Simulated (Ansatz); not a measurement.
System: KI, space group Fm-3m (No. 225).

The given structure:
```cif
data_structure
_symmetry_space_group_name_H-M 'P 1'
_symmetry_Int_Tables_number 1
_cell_length_a 4.9961
_cell_length_b 4.9961
_cell_length_c 4.9961
_cell_angle_alpha 60.000
_cell_angle_beta 60.000
_cell_angle_gamma 60.000
_cell_volume 88.18
loop_
_atom_site_label
_atom_site_type_symbol
_atom_site_fract_x
_atom_site_fract_y
_atom_site_fract_z
_atom_site_occupancy
I1 I 0.50000 0.50000 0.50000 1
K1 K 0.00000 0.00000 0.00000 1
```

How it was computed, with Ansatz 0.2.0: all-electron LAPW DFT, no spin polarisation; energies at scaled volumes of the given cell, shape and fractions fixed, counted from the fit's minimum, third-order Birch-Murnaghan fit. Level: PBEsol.

| setting | value |
| --- | --- |
| k mesh | 7×7×7 |
| occupations | Fermi–Dirac |
| smearing width | 0.05 eV |
| potentials | all electron LAPW, scalar relativistic |
| program settings | basis error eV/atom 0.001 |

Predict the energy and pressure against volume. The volume takes the values 41.45, 42.33, 43.21, 44.09, 44.97, 45.85, 46.74 Å³/atom.

A third-order Birch–Murnaghan fit gives V0 = 43.01 Å³/atom, B0 = 12.2 GPa and B′ = 5.0. The energy is 2.31 meV/atom at volume 41.45 Å³/atom and 10.42 meV/atom at 46.74 Å³/atom; the lowest computed point is at volume 43.21 Å³/atom (0.04 meV/atom). The pressure falls from 0.49 GPa at volume 41.45 Å³/atom to −0.82 GPa at 46.74 Å³/atom, and changes sign near 43.01 Å³/atom.

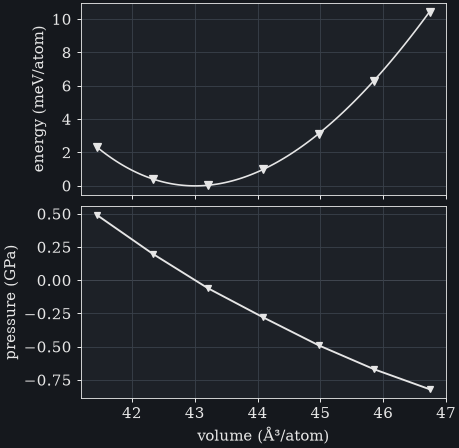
